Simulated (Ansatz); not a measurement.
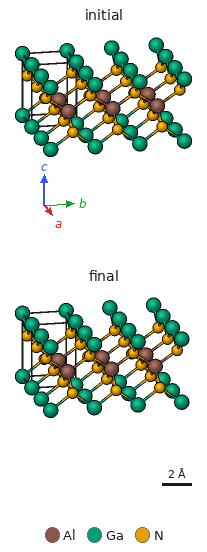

The structure of solid AlGaN$_{2}$ (set up in Pmm2) before (top) and after (bottom) a relaxation, at one scale.

Style: ball-and-stick. Shown: the cell of the calculation, repeated 3 × 3 × 1 with one cell outlined, slightly off an axis.

Case: uniaxial strain along a of -6.0 %; b, c and atoms relaxed.

Method: DFT r2SCAN, scalar-relativistic, plane waves, PAW (Ansatz).

Input file:
```yaml
crystal:
  lattice:
    - [2.9502148397, 0.0, 0.0]
    - [0.0, 3.1856043216, 0.0]
    - [0.0, 0.0, 4.4886920908]
  atoms:
    - { symbol: Al, position: [0.5, 0.5, 0.5023640375] }
    - { symbol: Ga, position: [0.0, 0.0, 0.0029460647] }
    - { symbol: "N", position: [0.5, 0.0, 0.7369978755] }
    - { symbol: "N", position: [0.0, 0.5, 0.2576920223] }
basis:
  ecutwfc: 500
kpoints:
  mp_grid: { grid: [8, 8, 6] }
hamiltonian:
  xc: r2scan
scf:
  occupations: { method: gaussian, width: 0.02 }
output:
  forces: true
  stress: true
  eigenvalues: true
relax:
  adjacent_minimum: "off"
  f_tol: 0.008
  max_steps: 40
  cell: { stress_tol: 0.015, fix: [a, angles] }
```

Launched with:
```bash
ansatz run input.yaml --threads 1 --pin off --max-ram 2560MiB --backend cpu --events-out ev --progress --plain --runs-dir out
```

Summarise the run.

Answer. The largest moves relative to the cell, 0.007 Å, are those of Ga2 and N4. N4 goes along −c. By element the largest moves are N 0.007 Å, Ga 0.007 Å, Al 0.006 Å. Cell: a unchanged at 2.950 Å, b 3.186 → 3.121 Å (−2.0 %), c 4.489 → 4.568 Å (+1.8 %). Volume −0.3 %. Near-neighbour distances that change, for instance: Ga2–N4 1.961 → 1.938 Å, Al1–N3 1.910 → 1.887 Å, Ga2–N3 1.898 → 1.919 Å, Al1–N4 1.839 → 1.859 Å. The space group stays Pmm2 (No. 25). Over 4 accepted moves (6 points after the start) the energy falls by 8.3 meV per atom. Largest force component: 0.47 eV/Å at the start, 0.00029 eV/Å at the end. The pressure goes from 7.55 to 7.43 GPa. The line search rejected the trial step at point 4 of the run. At 1 point the geometry stayed and the basis and grid were re-selected for the new cell (energy shift of less than 0.05 meV per atom at most each time). The run took 3.7 min on 1 thread of Intel(R) Xeon(R) Processor @ 2.50GHz (Skylake/Cascade Lake) (shared host), peak memory 0.53 GiB.
